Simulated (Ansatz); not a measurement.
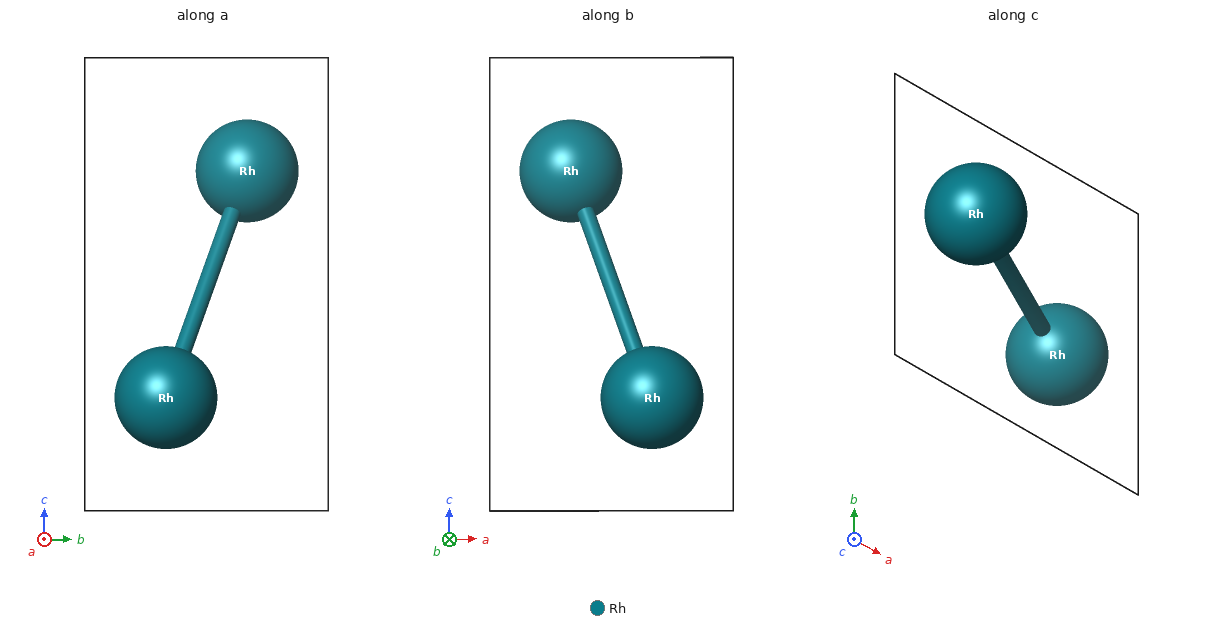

The structure above is drawn in ball-and-stick style and viewed along the a axis, along the b axis and along the c axis. The edges of the unit cell are marked.

Lattice parameters: a = 2.7364 Å, b = 2.7370 Å, c = 4.4147 Å, α = 90.023°, β = 89.955°, γ = 119.993°.

### Convert the drawing into a CIF in P1 with every atom of the cell.

```cif
data_structure
_symmetry_space_group_name_H-M 'P 1'
_symmetry_Int_Tables_number 1
_cell_length_a 2.7364
_cell_length_b 2.7370
_cell_length_c 4.4147
_cell_angle_alpha 90.023
_cell_angle_beta 89.955
_cell_angle_gamma 119.993
_cell_volume 28.64
loop_
_atom_site_label
_atom_site_type_symbol
_atom_site_fract_x
_atom_site_fract_y
_atom_site_fract_z
_atom_site_occupancy
Rh1 Rh 0.3332 0.6668 0.7500 1
Rh2 Rh 0.6663 0.3332 0.2500 1
```

Origin of the cell: a structure type filled with this element by a generator (whether the element takes this form wasn't checked). Earlier steps of the study may have refined or changed the cell and positions. It went into a calculation with Ansatz.

At this level of theory the cell isn't at rest (stretched, at -10 GPa), so its distances can differ from those at equilibrium, the more so the softer the solid.
